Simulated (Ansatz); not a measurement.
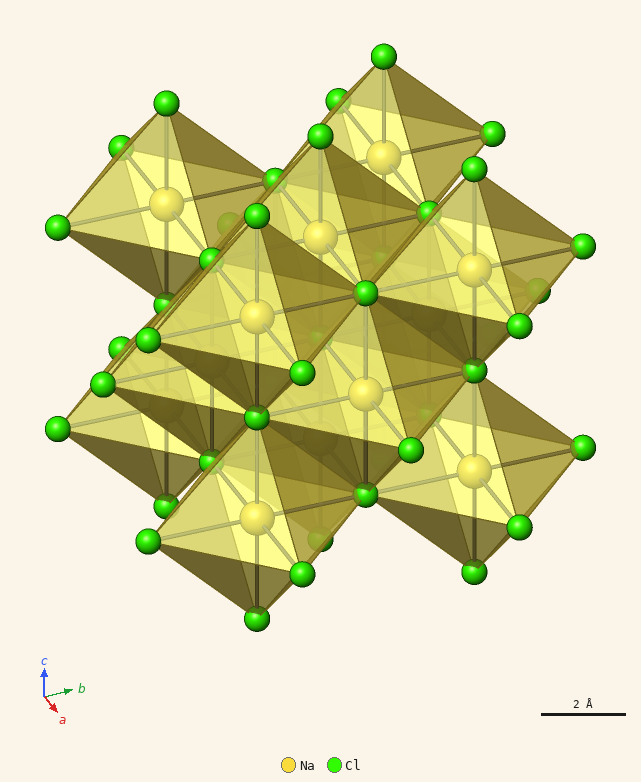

Figure 1. The starting structure (polyhedral view of the cell 4 times as large as that of the calculation, set on its symmetry axes, seen at an oblique angle; polyhedra are completed across the faces of the cell). An atom can appear more than once, as a periodic image.

**Geometry relaxation, with input and output: NaCl**

- system: NaCl (Fm-3m, 2 atoms in the cell)
- method: DFT PBE, scalar-relativistic, plane waves, PAW, no spin polarisation (Ansatz 0.2.0)

The structure derives from an entry of the Crystallography Open Database.

### Input
```yaml
crystal:
  lattice:
    - [0.0, 2.81, 2.81]
    - [2.81, 0.0, 2.81]
    - [2.81, 2.81, 0.0]
  atoms:
    - { symbol: Na, position: [0.0, 0.0, 0.0] }
    - { symbol: Cl, position: [0.5, 0.5, 0.5] }
basis:
  ecutwfc: 420
kpoints:
  mp_grid: { grid: [8, 8, 8] }
hamiltonian:
  xc: pbe
scf:
  occupations: { method: gaussian, width: 0.02 }
output:
  forces: true
  stress: true
  eigenvalues: true
  write_density: true
  write_potential: true
  elf: true
  volumetric_format: npy
relax:
  adjacent_minimum: "off"
  f_tol: 0.005
  max_steps: 80
  cell: { stress_tol: 0.05 }
```

Run on 8 threads of Arm Neoverse N1, 98 GiB of memory available, shared host.

Launch command:
```bash
ansatz run input.yaml --threads 8 --pin off --max-ram 22528MiB --backend cpu --events-out ev --progress --plain --runs-dir out
```

### Log
```
Engine: ansatz 0.2.0, aarch64-unknown-linux-gnu
Pseudopotentials: kind: paw
Pseudopotential: Na, paw, valence charge 9, recommended cutoff 420 eV (normal), Na.paw.azcp
Pseudopotential: Cl, paw, valence charge 7, recommended cutoff 420 eV (normal), Cl.paw.azcp
Functional definition: PBE
  parameter kappa = 0.804
  parameter beta = 0.06672455060314922
  exchange = pbe_x(kappa = kappa, mu = beta*pi^2/3)
  correlation = pbe_c(beta = beta)
Crystal: 2 atoms, lattice volume = 44.376 Å³
Basis set: ecut = 420 eV, 893 PW (Γ), exchange–correlation on 54×54×54 points (8 copies of the dense FFT grid, shifted against one another)
Bands: 12, of which v1, the nominal top of the filled ones, is band 8 counted from 1 (7 counted from 0)
Symmetry: 48 space group operations
Space group: Fm-3m (ITA 225), of the structure as read, at distance tolerance 3.5e-5 Å
k-points: 29 of 512
Non-local potential: Na, projectors of the file, l = 0: 3, l = 1: 2, l = 2: 1
Non-local potential: Cl, projectors of the file, l = 0: 2, l = 1: 2, l = 2: 2
PAW form: soft (Blöchl's): semilocal exchange-correlation on the pseudo side does not see the compensation charge
PAW one-centre angular grid: Na, 110 points (default); XC on 64 Gauss nodes
PAW one-centre angular grid: Cl, 110 points (default); XC on 64 Gauss nodes
Initial density: superposition of atomic densities (neutral atoms: chi_scale 0, normalization atom), corrected by the library's trained network
Initial wavefunctions: pseudopotential atomic-orbital guess
Functional: x = pbe(κ = 0.804, μ = 0.2195149727645171), c = pbe(β = 0.06672455060314922)
SCF iter   1: F=—  HF=-2569.549421 eV  |F-HF|=—  |Δ(HF+E_count)|=         —  Δρ=9.60e-4  dr2=5.72e-4  ethr=1.77e-3  ⟨swp⟩=6.0  Hψ=2055  notcnv=0
preconditioner: auto → none  [insulator: Δε(μ)=5.147 eV  Ē_g=20.968 eV  σ=0.020 eV  W_gap=1.00  n_scr=14 (ndim 8)  ℏωp=20.9 eV  f_vac=0.032  D(μ)=0.00/eV (n_scr^D=0)  ε∞_Penn≈2.0]
SCF iter   2: F=—  HF=-2569.549536 eV  |F-HF|=—  |Δ(HF+E_count)|=   1.15e-4  Δρ=1.08e-3  dr2=7.82e-4  ethr=3.57e-6  ⟨swp⟩=2.0  Hψ=846  notcnv=0
SCF iter   3: F=—  HF=-2569.549326 eV  |F-HF|=—  |Δ(HF+E_count)|=   2.10e-4  Δρ=5.36e-4  dr2=2.01e-4  ethr=3.57e-6  ⟨swp⟩=2.0  Hψ=403  notcnv=0
SCF iter   4: F=—  HF=-2569.549266 eV  |F-HF|=—  |Δ(HF+E_count)|=   6.04e-5  Δρ=2.03e-4  dr2=2.95e-5  ethr=1.26e-6  ⟨swp⟩=2.2  Hψ=410  notcnv=0
SCF iter   5: F=—  HF=-2569.549294 eV  |F-HF|=—  |Δ(HF+E_count)|=   2.87e-5  Δρ=5.04e-5  dr2=1.78e-6  ethr=1.84e-7  ⟨swp⟩=2.0  Hψ=441  notcnv=0
SCF iter   6: F=—  HF=-2569.549294 eV  |F-HF|=—  |Δ(HF+E_count)|=   4.53e-7  Δρ=2.04e-5  dr2=2.91e-7  ethr=1.12e-8  ⟨swp⟩=2.2  Hψ=424  notcnv=0
SCF iter   7: F=-2569.549294 eV  HF=-2569.549294 eV  |F-HF|=3.30e-8  |Δ(HF+E_count)|=   8.12e-8  Δρ=8.05e-6  dr2=4.53e-8  ethr=6.25e-10  ⟨swp⟩=8.2  Hψ=1759  notcnv=0
SCF 1 converged in 7 iterations: F = -2569.549294 eV  dr2 = 4.53e-8
  greatest PAW one-centre occupation: 0.999 electrons in one spin orbital (limit 2), on the Na atom at site 0 (counted from 0), in its partial waves of l = 0
relax step   1: F+E_penalty+E_count = -2569.54929392 eV  Δ(F+E_penalty+E_count) = +0.000e0 eV  max|allowed force component| = 3.427e-30 eV/Å  Δτ_max = 0.0000 Å  P = +1.044 GPa  Ω = 44.376 Å³  (7 SCF iters, dr2 threshold 1.00e-7 eV, accepted)
Crystal: 2 atoms, lattice volume = 45.592 Å³
Initial density: handed on by an earlier stage of this run
Initial wavefunctions: those handed on with the density
iter 1 solved again at ethr=4.67e-6 eV; its pass at ethr=3.10e-3 eV (dr2=7.48e-4 eV) is discarded
SCF iter   1: F=—  HF=-2569.554738 eV  |F-HF|=—  |Δ(HF+E_count)|=         —  Δρ=1.11e-3  dr2=7.58e-4  ethr=4.67e-6  ⟨swp⟩=2.3  Hψ=2525  notcnv=0
preconditioner: auto → none  [insulator: Δε(μ)=5.072 eV  Ē_g=20.848 eV  σ=0.020 eV  W_gap=1.00  n_scr=14 (ndim 8)  ℏωp=20.6 eV  f_vac=0.036  D(μ)=0.00/eV (n_scr^D=0)  ε∞_Penn≈2.0]
SCF iter   2: F=—  HF=-2569.554359 eV  |F-HF|=—  |Δ(HF+E_count)|=   3.79e-4  Δρ=4.64e-4  dr2=8.02e-5  ethr=4.67e-6  ⟨swp⟩=2.0  Hψ=657  notcnv=0
SCF iter   3: F=—  HF=-2569.554386 eV  |F-HF|=—  |Δ(HF+E_count)|=   2.64e-5  Δρ=1.72e-4  dr2=9.39e-6  ethr=5.01e-7  ⟨swp⟩=2.0  Hψ=464  notcnv=0
SCF iter   4: F=—  HF=-2569.554385 eV  |F-HF|=—  |Δ(HF+E_count)|=   1.16e-6  Δρ=2.27e-5  dr2=3.69e-7  ethr=5.87e-8  ⟨swp⟩=2.1  Hψ=413  notcnv=0
SCF iter   5: F=-2569.554385 eV  HF=-2569.554385 eV  |F-HF|=2.43e-8  |Δ(HF+E_count)|=   4.34e-8  Δρ=6.06e-6  dr2=1.41e-8  ethr=1.25e-9  ⟨swp⟩=8.9  Hψ=2351  notcnv=0
SCF 2 converged in 5 iterations: F = -2569.554385 eV  dr2 = 1.41e-8
relax step   2: F+E_penalty+E_count = -2569.55438457 eV  Δ(F+E_penalty+E_count) = -5.091e-3 eV  max|allowed force component| = 2.945e-29 eV/Å  Δτ_max = 0.0000 Å  P = +0.323 GPa  Ω = 45.592 Å³  energy of the carried Pulay correction = -2.567e-5 eV  (5 SCF iters, dr2 threshold 2.00e-7 eV, accepted)
Crystal: 2 atoms, lattice volume = 46.157 Å³
iter 1 solved again at ethr=9.84e-7 eV; its pass at ethr=3.10e-3 eV (dr2=1.57e-4 eV) is discarded
SCF iter   1: F=—  HF=-2569.555008 eV  |F-HF|=—  |Δ(HF+E_count)|=         —  Δρ=5.09e-4  dr2=1.64e-4  ethr=9.84e-7  ⟨swp⟩=2.0  Hψ=2493  notcnv=0
preconditioner: auto → none  [insulator: Δε(μ)=5.012 eV  Ē_g=13.462 eV  σ=0.020 eV  W_gap=1.00  n_scr=14 (ndim 8)  ℏωp=15.5 eV  f_vac=0.036  D(μ)=0.00/eV (n_scr^D=0)  ε∞_Penn≈2.3]
SCF iter   2: F=—  HF=-2569.554978 eV  |F-HF|=—  |Δ(HF+E_count)|=   2.98e-5  Δρ=2.14e-4  dr2=1.72e-5  ethr=9.84e-7  ⟨swp⟩=2.5  Hψ=602  notcnv=0
SCF iter   3: F=—  HF=-2569.554974 eV  |F-HF|=—  |Δ(HF+E_count)|=   4.28e-6  Δρ=8.28e-5  dr2=2.26e-6  ethr=1.07e-7  ⟨swp⟩=2.0  Hψ=452  notcnv=0
SCF iter   4: F=-2569.554974 eV  HF=-2569.554974 eV  |F-HF|=1.98e-8  |Δ(HF+E_count)|=   2.46e-7  Δρ=1.12e-5  dr2=9.25e-8  ethr=1.25e-9  ⟨swp⟩=6.1  Hψ=1975  notcnv=0
SCF 3 converged in 4 iterations: F = -2569.554974 eV  dr2 = 9.25e-8
relax step   3: F+E_penalty+E_count = -2569.55497377 eV  Δ(F+E_penalty+E_count) = -5.892e-4 eV  max|allowed force component| = 2.786e-30 eV/Å  Δτ_max = 0.0000 Å  P = +0.022 GPa  Ω = 46.157 Å³  energy of the carried Pulay correction = -3.737e-5 eV  (4 SCF iters, dr2 threshold 2.00e-7 eV, accepted)
Initial wavefunctions: pseudopotential atomic-orbital guess (no wavefunctions were taken with the density)
iter 1 solved again at ethr=4.30e-6 eV; its pass at ethr=3.10e-3 eV (dr2=6.88e-4 eV) is discarded
SCF iter   1: F=—  HF=-2569.552257 eV  |F-HF|=—  |Δ(HF+E_count)|=         —  Δρ=3.95e-4  dr2=1.76e-6  ethr=4.30e-6  ⟨swp⟩=2.9  Hψ=2914  notcnv=0
eigensolver tolerance schedule: the retry pair's looser diagonalisation over-reported the residual by 389.15 of it (diagonalisation noise at 1.17 of the residual, at the tolerance the schedule requests for it); recorded, not acted on — ethr = c·dr2/N_el stays at c = 1.0e-1
preconditioner: auto → none  [insulator: Δε(μ)=5.003 eV  Ē_g=13.454 eV  σ=0.020 eV  W_gap=1.00  n_scr=14 (ndim 8)  ℏωp=15.5 eV  f_vac=0.036  D(μ)=0.00/eV (n_scr^D=0)  ε∞_Penn≈2.3]
SCF iter   2: F=—  HF=-2569.554365 eV  |F-HF|=—  |Δ(HF+E_count)|=   2.11e-3  Δρ=1.99e-4  dr2=7.98e-7  ethr=1.10e-8  ⟨swp⟩=2.0  Hψ=583  notcnv=0
SCF iter   3: F=—  HF=-2569.554887 eV  |F-HF|=—  |Δ(HF+E_count)|=   5.22e-4  Δρ=8.55e-5  dr2=8.51e-8  ethr=4.99e-9  ⟨swp⟩=2.0  Hψ=551  notcnv=0
SCF iter   4: F=—  HF=-2569.555005 eV  |F-HF|=—  |Δ(HF+E_count)|=   1.18e-4  Δρ=5.90e-6  dr2=1.70e-8  ethr=5.32e-10  ⟨swp⟩=2.0  Hψ=580  notcnv=0
SCF iter   5: F=—  HF=-2569.555005 eV  |F-HF|=—  |Δ(HF+E_count)|=   1.06e-7  Δρ=7.94e-7  dr2=3.11e-10  ethr=1.06e-10  ⟨swp⟩=2.0  Hψ=464  notcnv=0
SCF iter   6: F=—  HF=-2569.555005 eV  |F-HF|=—  |Δ(HF+E_count)|=   1.20e-9  Δρ=3.94e-7  dr2=1.13e-10  ethr=1.95e-12  ⟨swp⟩=2.1  Hψ=548  notcnv=0
SCF iter   7: F=-2569.555005 eV  HF=-2569.555005 eV  |F-HF|=6.37e-12  |Δ(HF+E_count)|=  1.10e-10  Δρ=1.32e-7  dr2=1.33e-11  ethr=1.00e-12  ⟨swp⟩=4.0  Hψ=1476  notcnv=0
SCF 4 converged in 7 iterations: F = -2569.555005 eV  dr2 = 1.33e-11
relax step   4: F+E_penalty+E_count = -2569.55500492 eV  Δ(F+E_penalty+E_count) = -3.114e-5 eV  max|allowed force component| = 1.438e-30 eV/Å  Δτ_max = 0.0000 Å  P = +0.021 GPa  Ω = 46.157 Å³  stress off target by 2.13e-2 GPa  SCF on the basis re-selected at this cell (its energy is not comparable with the rows above)  (7 SCF iters)
```

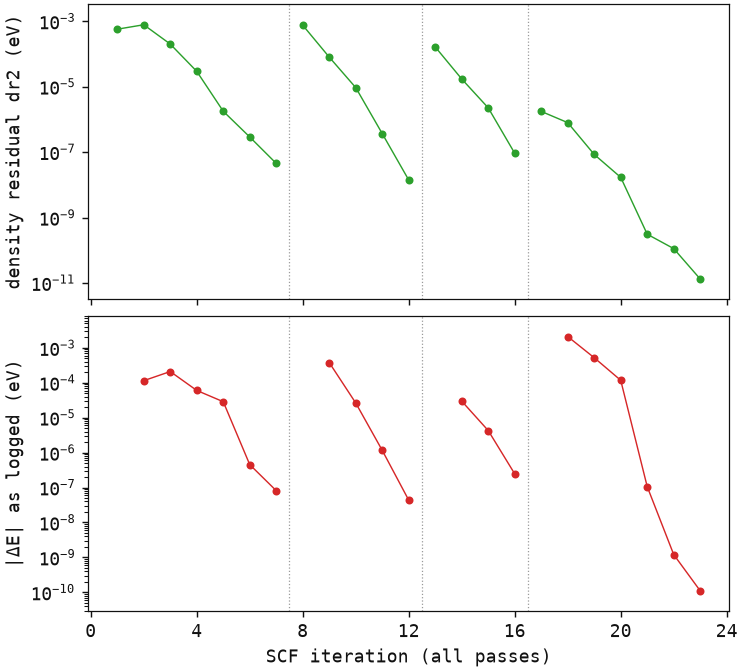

Figure 2. Convergence of the self-consistent field: density residual dr2 and size of the energy change against the SCF iteration. The dotted lines part the SCF passes of the relaxation: geometry steps, rejected trials and re-solves on a re-selected basis. The passes take 7, 5, 4 and 7 iterations.

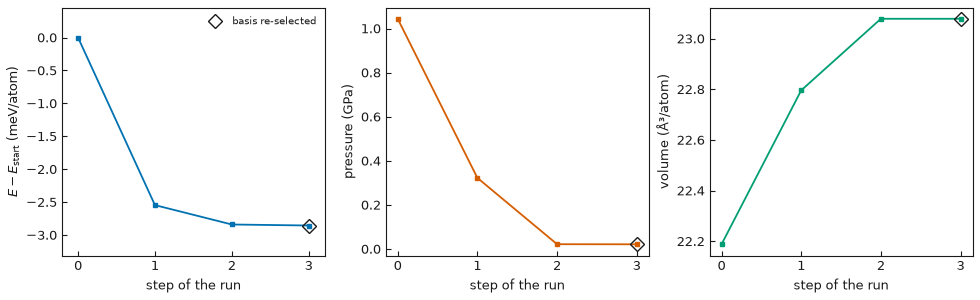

Figure 3. Progress of the relaxation, step by step (the first geometry is step 0 here and step 1 in the log).

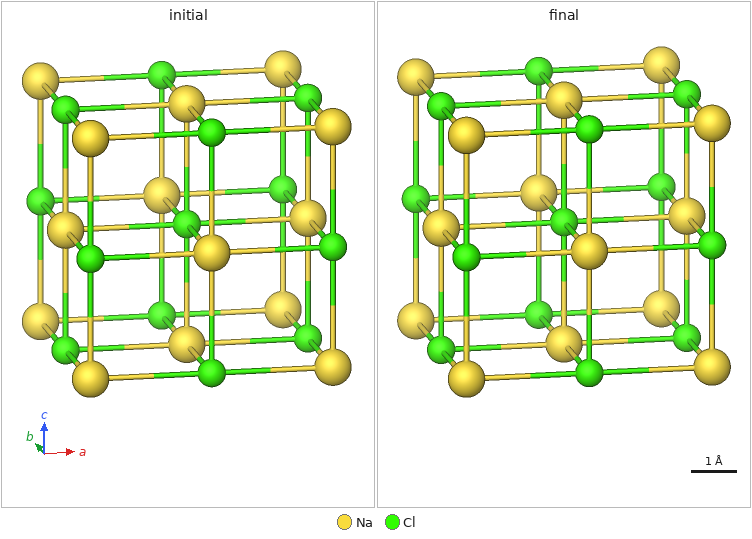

Figure 4. Before (left) and after (right) the relaxation, at one scale (ball-and-stick view of the cell 4 times as large as that of the calculation, set on its symmetry axes, seen slightly off an axis). The atoms keep their places relative to the cell (all moves are under 0.005 Å). The drawn cell changes as follows: a = b = c 5.620 → 5.694 Å (+1.3 %); the volume changes by +4.0 %. Among the contacts that change: Na1–Cl2 2.810 → 2.847 Å. The space group stays Fm-3m (No. 225). Over 2 geometry steps the energy falls by 2.8 meV per atom. All forces vanish by symmetry, so only the cell relaxes. The pressure goes from 1.04 to 0.02 GPa. A last SCF at the same geometry on a re-selected plane-wave basis shifts the energy by next to nothing (0.0 meV per atom). (Atoms are counted from 1 in the order of the input.)

```
basis re-selected at this cell: Δ(F+E_penalty+E_count) = -3.114e-5 eV, ΔP = -0.000 GPa vs the last step (what re-selecting the basis moved, of the pressure what is left beyond the Pulay correction that the steps carried, after the strain that the cell walked since its last selection, with what the two solves' SCF thresholds leave and, on support functions, any second-order correction that the steps lacked; it is no measure of the basis error at this ecutwfc). This SCF's stress stands 2.13e-2 GPa from its target on what of the cell is left free (relax.cell.stress_tol is 5.00e-2 GPa) and its largest allowed force component is 1.44e-30 eV/Å (relax.f_tol is 5.00e-3 eV/Å): within both
SCF converged after 7 iterations
Free energy (F): -2569.555005 eV
Harris-Foulkes:  -2569.555005 eV  (|F-HF|=6.37e-12)
Internal energy: -2569.555005 eV  (E = F + TS)
E sigma→0 (E₀):  -2569.555005 eV
Fermi energy:    3.390179 eV
--- Per-component energies (eV) ---
  E_band       = -238.216247
  E_kinetic    = 282.806790
  E_local      = -1543.732648  (includes V_loc(G=0)·N_el)
  E_nonlocal   = 143.524852
  E_hartree    = 544.599064
  E_xc         = -146.970221
  E_vxc        = -173.218880  (∫ρ·V_xc dr)
  E_paw        = -922.537822  (= ΣΔE_a)
  E_vpaw       = -36.794568  (= ΣTr[D̂ρ^β])
  E_aug_tail   = 0.000057  (compensation charges beyond the density's cutoff)
  E_ewald      = -927.245076
  E_smearing   = -0.000000  (= −TS)
  E_closure    = -0.000000  (closes the sum)
  Σ components = -2569.555005   (vs F -2569.555005, Δ=0.00e0)
--- Forces (eV/Å), atoms counted from 1 ---
  atom   1  Na    -0.00000000     0.00000000     0.00000000
  atom   2  Cl     0.00000000     0.00000000     0.00000000
  max |Σ_I F_I| component: 2.91e-30 eV/Å
--- Stress (GPa, compression-positive) ---
        0.021277      -0.000000      -0.000000
       -0.000000       0.021277      -0.000000
       -0.000000      -0.000000       0.021277
  P = ⅓ Tr σ = 0.0213 GPa (0.213 kbar)
--- Band table (eV; the first three rows and the last of 29) ---
  k-point 0: bands = ["-48.0753", "-19.9855", "-19.9855", "-19.9855", "-11.7032", "0.8907", "0.8907", "0.8907", "5.8896", "11.8961", "11.8961", "11.8961"]
  k-point 1: bands = ["-48.0752", "-19.9893", "-19.9858", "-19.9858", "-11.6603", "0.5390", "0.8525", "0.8525", "6.3734", "11.3730", "12.0776", "12.0776"]
  k-point 2: bands = ["-48.0749", "-19.9983", "-19.9865", "-19.9865", "-11.5542", "-0.1561", "0.7633", "0.7633", "7.3440", "10.7965", "12.1401", "12.1401"]
  k-point 28: bands = ["-48.0744", "-19.9979", "-19.9979", "-19.9944", "-11.3362", "-0.2388", "-0.2388", "0.1759", "9.5704", "10.4873", "10.4873", "12.0604"]
--- Relaxed structure (3 steps of the walk, 3 accepted, 1 SCFs on fresh bases) ---
  F+E_penalty+E_count = -2569.55500492 eV   max|allowed force component| = 1.438e-30 eV/Å   (the final SCF, on the basis selected at the relaxed cell)
  cell:  # Å, volume = 46.1567 Å³
    - [2.35660956521421e-34, 2.847093350257319, 2.847093350257319]
    - [2.847093350257319, -4.4584505287836393e-35, 2.847093350257319]
    - [2.847093350257319, 2.847093350257319, 5.095372032895589e-34]
  atoms:
    - { symbol: Na, position: [-7.1394200161447756e-37, -1.427884004167232e-36, -8.567304023335272e-36] }
    - { symbol: Cl, position: [0.5, 0.5, 0.5] }
```

### Trajectory as extended XYZ (Å, eV, eV/Å), 4 frames, from step=1 to step=4
```
2
Lattice="0.0000 2.8100 2.8100 2.8100 0.0000 2.8100 2.8100 2.8100 0.0000" Properties=species:S:1:pos:R:3:forces:R:3 step=1 energy=-2569.54929 pressure_GPa=1.04
Na    0.0000    0.0000    0.0000    0.0000   0.0000   0.0000
Cl    2.8100    2.8100    2.8100    0.0000   0.0000   0.0000
2
Lattice="0.0000 2.8354 2.8354 2.8354 0.0000 2.8354 2.8354 2.8354 0.0000" Properties=species:S:1:pos:R:3:forces:R:3 step=2 energy=-2569.55438 pressure_GPa=0.32
Na    0.0000    0.0000    0.0000    0.0000   0.0000   0.0000
Cl    2.8354    2.8354    2.8354    0.0000   0.0000   0.0000
2
Lattice="0.0000 2.8471 2.8471 2.8471 0.0000 2.8471 2.8471 2.8471 0.0000" Properties=species:S:1:pos:R:3:forces:R:3 step=3 energy=-2569.55497 pressure_GPa=0.02
Na    0.0000    0.0000    0.0000    0.0000   0.0000   0.0000
Cl    2.8471    2.8471    2.8471    0.0000   0.0000   0.0000
2
Lattice="0.0000 2.8471 2.8471 2.8471 0.0000 2.8471 2.8471 2.8471 0.0000" Properties=species:S:1:pos:R:3:forces:R:3 step=4 energy=-2569.55501 pressure_GPa=0.02
Na    0.0000    0.0000    0.0000    0.0000   0.0000   0.0000
Cl    2.8471    2.8471    2.8471    0.0000   0.0000   0.0000
```

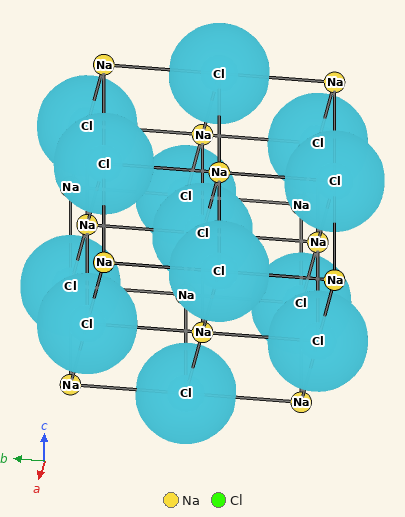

Figure 5. Isosurface of the ELF at 0.75 (cyan), seen at an oblique angle. Only the valence region is drawn (cores and ρ < 0.01 e/Å³ removed). Sticks mark near contacts. The outline is the cell set on symmetry axes. Profiles from the grid: Na–Cl (2.85 Å): the ELF is about 0.40 at the midpoint, which marks ionic bonding with no shared pair. The fields are those of the smooth PAW valence density.

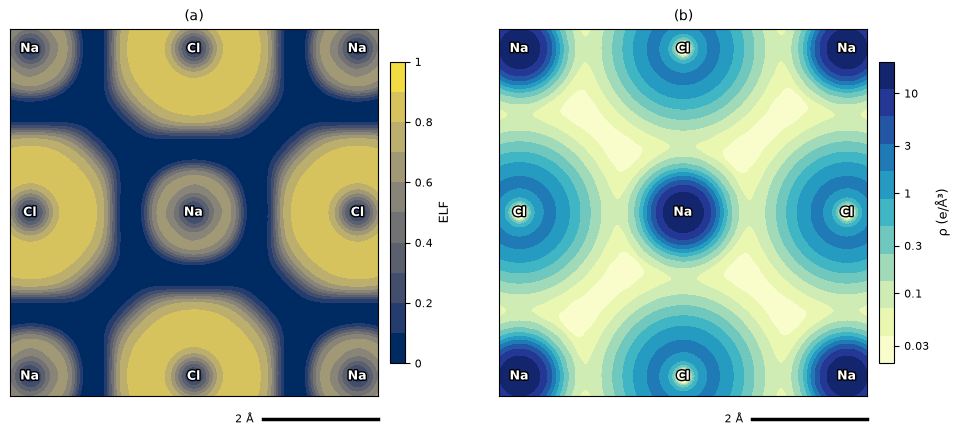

Figure 6. (a) electron localisation function; (b) valence charge density (pseudo) on the (001) plane of the conventional cell. Atoms in the plane: Na and Cl. Na–Cl (2.85 Å): ρ at the midpoint is about 0.13 e/Å³; the ELF is about 0.40 at the midpoint, which marks a closed-shell, largely ionic contact. Away from the nuclei the density in this plane falls to 0.03 e/Å³ at its lowest. The strong features right at Na lie inside the PAW spheres (semicore, d or f shells) and say nothing about bonding.

### Summary

| quantity | value |
| --- | --- |
| outcome | converged |
| space group (tolerance 0.01 Å) | Fm-3m (225) |
| electrons treated | 16 |
| free energy | −2569.5550 eV |
| Fermi energy | 3.390 eV |
| gap on the k-point mesh | 5.00 eV |
| pressure | 0.02 GPa |
| final volume | 46.16 Å³ |
| largest force (length of the vector) at the end | under 0.001 eV/Å |
| final cell | a = 4.026 Å, b = 4.026 Å, c = 4.026 Å, α = 60.00°, β = 60.00°, γ = 60.00° |
| wall time | 1.9 s (CPU time 9.2 s) |
| peak memory | 0.32 GiB |
